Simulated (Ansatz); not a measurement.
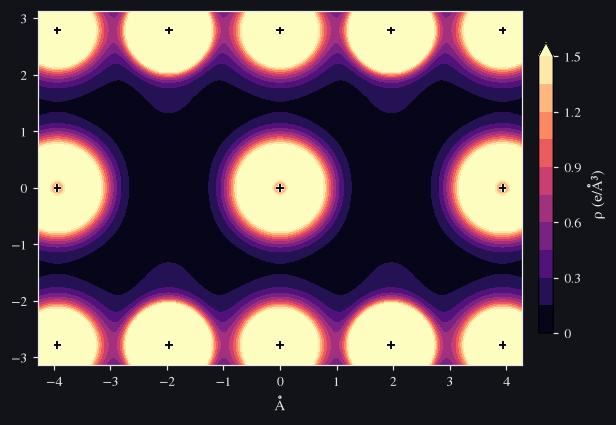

The valence electron density on a plane through atoms (crosses mark nuclei in the plane).

Theory: DFT PBE, scalar-relativistic, plane waves, PAW in Ansatz 0.2.0.

Candidates:
A. SrTiO3, a = 3.94 Å, b = 3.94 Å, c = 3.94 Å, α = 90.00°, β = 90.00°, γ = 90.00°. Space group Pm-3m; a structure from a database of computed crystals, not necessarily the ambient phase; computed without spin polarisation.
B. Zn18O19 (cell with a defect), a = 7.76 Å, b = 7.76 Å, c = 7.76 Å, α = 78.63°, β = 78.63°, γ = 78.63°. 
C. Zn18HO18 (cell charge +1, with a compensating background) (cell with a defect), a = 7.76 Å, b = 7.76 Å, c = 7.76 Å, α = 78.63°, β = 78.63°, γ = 78.63°. 

> Which system is this?

Candidate A: SrTiO3 on the (011̄) plane of the conventional cell, which holds Sr, Ti and O. Ti–O (1.97 Å): ρ is about 0.68 e/Å³ halfway. Sr–O (2.78 Å): ρ at the midpoint is about 0.14 e/Å³.
